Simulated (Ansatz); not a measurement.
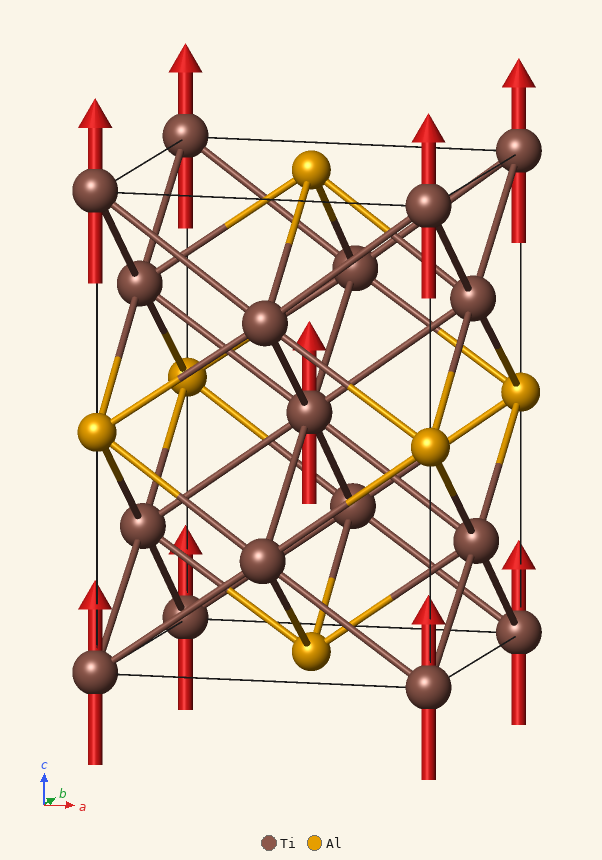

Ball-and-stick model, viewed slightly off an axis. The parallelepiped is the simulation cell. Arrows are the site magnetic moments above 0.25 μB; longer means larger, and red and blue are up and down (without spin-orbit coupling the axis itself is arbitrary).

This is the state reached for Ti3Al. All computed values are from DFT PBEsol, scalar-relativistic, plane waves, PAW in Ansatz. Settings: E_cut = 420 eV, an 8×8×6 k-point mesh, Gaussian smearing of 0.15 eV, collinear spins.

**Classify the order and state the moments.**

Ferromagnetic (within this cell). Site moments: 2 Ti +0.8 to +0.9 μB. The net spin moment of the whole cell is 3.3 μB, including what lies between the atoms and on sites without an arrow.

The structure was taken from a structure listed in the Materials Project. The cell was then strained or its atoms displaced on purpose. It was run through Ansatz as a DFT input.
